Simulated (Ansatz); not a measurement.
AlSb (space group F-43m, No. 216). Coordinates: coordinates from a relaxation with DFT PBEsol, scalar-relativistic, plane waves, PAW (Ansatz).

```yaml
crystal:
  lattice:
    - [6.15741, 0.00000, 0.00000]
    - [0.00000, 6.15741, 0.00000]
    - [0.00000, 0.00000, 6.15741]
  atoms:
    - { symbol: Al, position: [0.25000, 0.25000, 0.25000] }
    - { symbol: Sb, position: [0.00000, 0.00000, 0.00000] }
    - { symbol: Al, position: [0.25000, 0.75000, 0.75000] }
    - { symbol: Sb, position: [0.00000, 0.50000, 0.50000] }
    - { symbol: Al, position: [0.75000, 0.25000, 0.75000] }
    - { symbol: Sb, position: [0.50000, 0.00000, 0.50000] }
    - { symbol: Al, position: [0.75000, 0.75000, 0.25000] }
    - { symbol: Sb, position: [0.50000, 0.50000, 0.00000] }
```

Bonds are taken as Al–Sb below 3 Å. Simplification: prune 0- and 1-connected atoms, fold 2-connected ones into links.

What net does this leave?

The result is a uninodal 4-connected, three-periodic net: Al and Sb are 4-connected nodes. It is the dia net, known from diamond, zinc blende and cristobalite. It is a single net, without interpenetration.

```json
{"node": "Al and Sb", "links": "4", "point symbol": "6⁶", "coordination sequence": "4 12 24 42 64 92 124 162"}
```

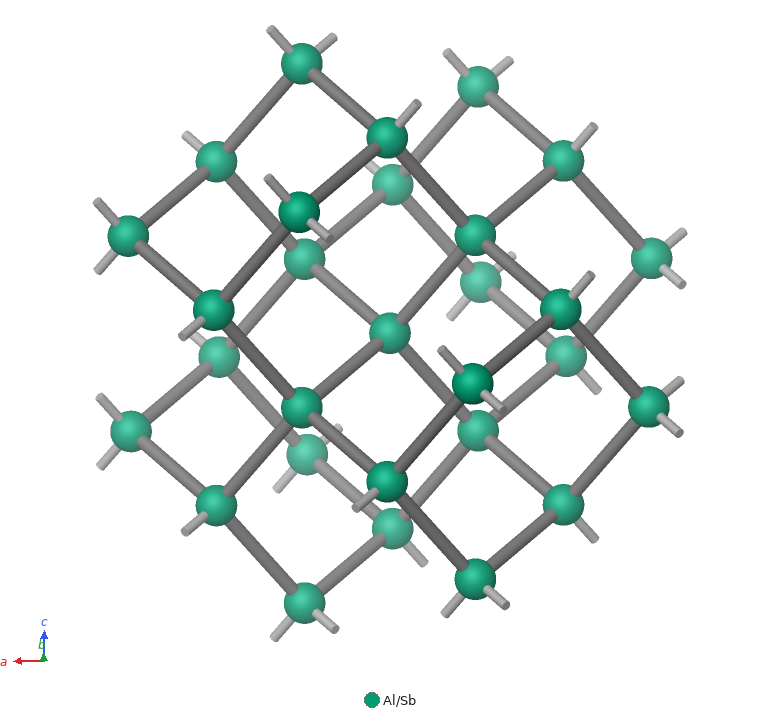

Nodes are coloured by topological kind. Edges to nodes outside the piece are drawn as stubs.
